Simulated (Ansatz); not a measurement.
RbBr

The calculation's input:

```
crystal:
  lattice:
    - [4.1850527527, 0.0, 0.0]
    - [0.0, 4.1850527527, 0.0]
    - [0.0, 0.0, 4.1850527527]
  atoms:
    - { symbol: Rb, position: [0.0, 0.0, 0.0] }
    - { symbol: Br, position: [0.5, 0.5, 0.5] }
kpoints:
  mp_grid: { grid: [6, 6, 6] }
hamiltonian:
  xc: pbe
scf:
  occupations: { method: fermi_dirac, width: 0.02 }
relax:
  f_tol: 0.005
  cell: {}
output:
  write_density: true
  write_potential: true
  elf: true
  volumetric_format: npy
```

Launched as:

```sh
ansatz run input.yaml --threads 2 --pin off --max-ram 2211MiB --backend cpu --events-out ev --progress --plain --runs-dir out
```

Below, planes, directions and counts refer to the conventional cell (a = 4.20 Å, b = 4.20 Å, c = 4.20 Å, α = 90.00°, β = 90.00°, γ = 90.00°).

The fields are those of the run's last geometry, not of the input's.

Space group Pm-3m; started from the CsCl prototype, which need not be the ambient phase.

These are results of DFT, PBE, plane waves, PAW in Ansatz, not measurements.

> What can the converged valence pseudo-density and electron localisation function tell about the bonding?

Rb–Br (3.63 Å): the density is about 0.06 e/Å³ at the midpoint; the ELF is about 0.05 at the midpoint: an ionic contact with no shared pair.

> Does the calculation give a band gap?

It is gapped, with a Kohn–Sham gap of 3.9 eV on the k-point mesh (the band edges may lie off the mesh, which would make the gap smaller).

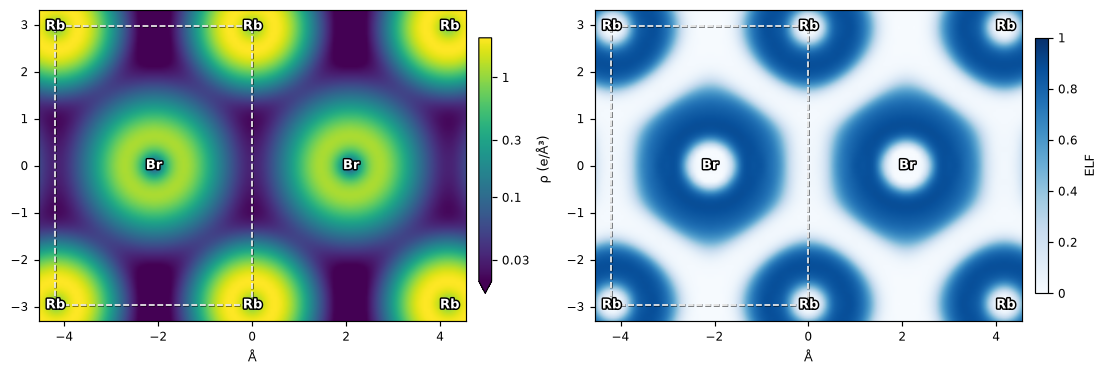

Computed valence pseudo-density and electron localisation function on the (101) plane of the conventional cell, in this order. 

In a PAW calculation such maps are meaningful between the atoms, not at the nuclei.
